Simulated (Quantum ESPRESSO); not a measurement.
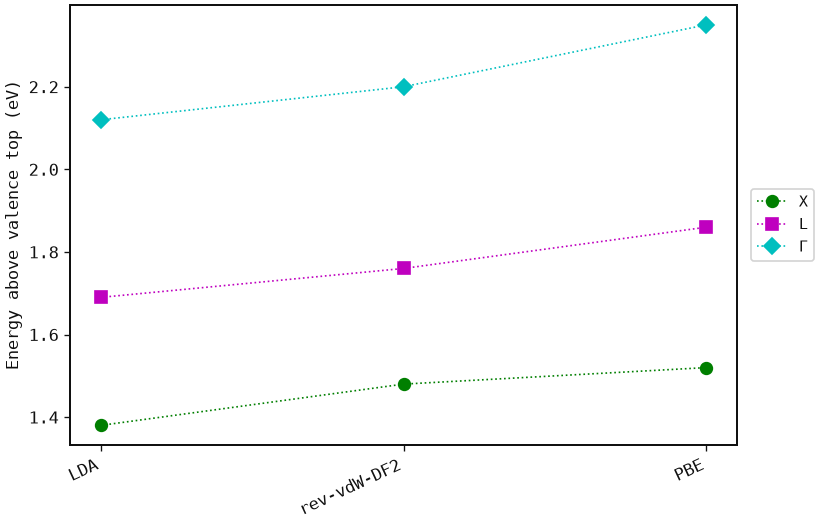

Lowest conduction level at each named k point, counted from the valence-band top at Γ, by several methods on one cell of zincblende GaP, space group F-43m, 2 atoms in the primitive cell; cubic a = 5.339 Å. All runs are without spin-orbit coupling and carry no moments. The cell is at 9 GPa in PBE.

```
     method           program  X (eV)  L (eV)  Γ (eV)
        LDA  Quantum ESPRESSO    1.38    1.69    2.12
rev-vdW-DF2  Quantum ESPRESSO    1.48    1.76    2.20
        PBE  Quantum ESPRESSO    1.52    1.86    2.35
```

> Estimate the r2SCAN values. It was run as: r2SCAN, SG15 PBE 1.2, 6×6×6 k mesh, 1197 eV cutoff, Fermi-Dirac smearing of 0.05 eV (Quantum ESPRESSO 7.5).

A meta-GGA of this kind opens the gap over the LDA and GGA values shown, the highest of which is 1.52 eV (PBE) at X. r2SCAN gives 1.80 eV at X, 2.05 eV at L and 2.56 eV at Γ, which is +0.28 eV from PBE at X.

> Does r2SCAN shift these levels rigidly from PBE?

The shifts are +0.28 eV at X, +0.19 eV at L and +0.21 eV at Γ: a spread of 0.09 eV on a mean of 0.23 eV, so one shift describes them only roughly.

> How do the methods rank at X?

From low to high: LDA 1.38, rev-vdW-DF2 1.48, PBE 1.52, r2SCAN 1.80 eV. Too close to rank are rev-vdW-DF2 against PBE (different potentials and cutoffs).

Settings. LDA: PseudoDojo 0.4.1 SR LDA standard, 8×8×8 k mesh, 1088 eV cutoff, Fermi-Dirac smearing of 0.05 eV (Quantum ESPRESSO 7.5). rev-vdW-DF2: PseudoDojo 0.4.1 SR PBE standard, 8×8×8 k mesh, 1088 eV cutoff, Fermi-Dirac smearing of 0.05 eV (Quantum ESPRESSO 7.5). PBE: SSSP 1.3 efficiency PBE, 8×8×8 k mesh, 952 eV cutoff, Fermi-Dirac smearing of 0.05 eV (Quantum ESPRESSO 7.5).

These are four of the 14 methods that were run on this cell. Runs that lie over 0.07 eV from the median of the programs for their method weren't drawn. Measured GaP has its conduction bottom near X; the order of its valleys hangs on the functional and the volume. LDA, GGA and most meta-GGA functionals understate gaps. rev-vdW-DF2 and r2SCAN: the potentials were made for another functional.
